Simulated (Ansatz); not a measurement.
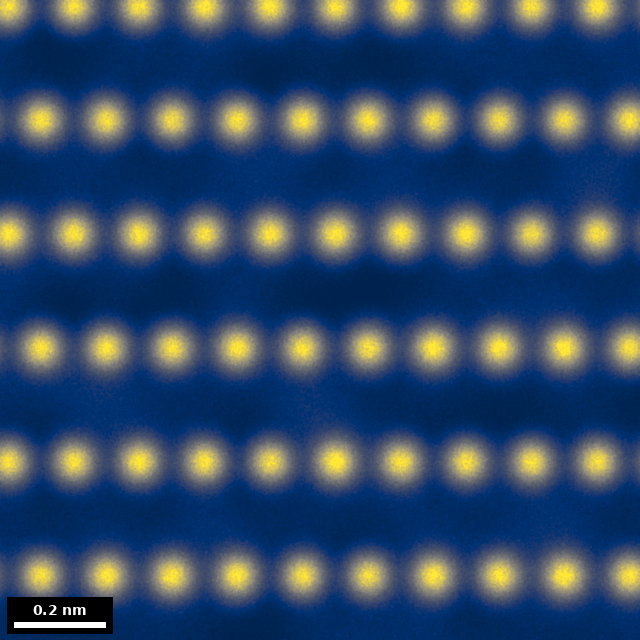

HAADF-like image of In (I4/mmm, No. 139). The image is simulated as a sum over atoms of Z^1.7, blurred by a 0.77 Å probe (no channelling). Shot noise and the speckle of an amorphous layer were added. Structure used: the geometry given to an electronic-structure calculation, possibly off equilibrium.

Space group I4/mmm (No. 139). a = 3.200 Å, b = 3.200 Å, c = 4.984 Å, α = 90.00°, β = 90.00°, γ = 90.00°
```
atom  site  symmetry       x       y       z
  In    2a     4/mmm  0.0000  0.0000  0.0000
```

Along which zone axis is the crystal seen: [101], [211], [111] or [210]? (Directions equivalent by symmetry count as one.)

Answer. [210]. The projected cells are 1.60 × 2.69 Å, 90° for [101]; 1.09 × 2.70 Å, 94° for [211]; 2.82 × 2.82 Å, 107° for [111]; 1.43 × 2.59 Å, 106° for [210], and the image repeats as the [210] one does.
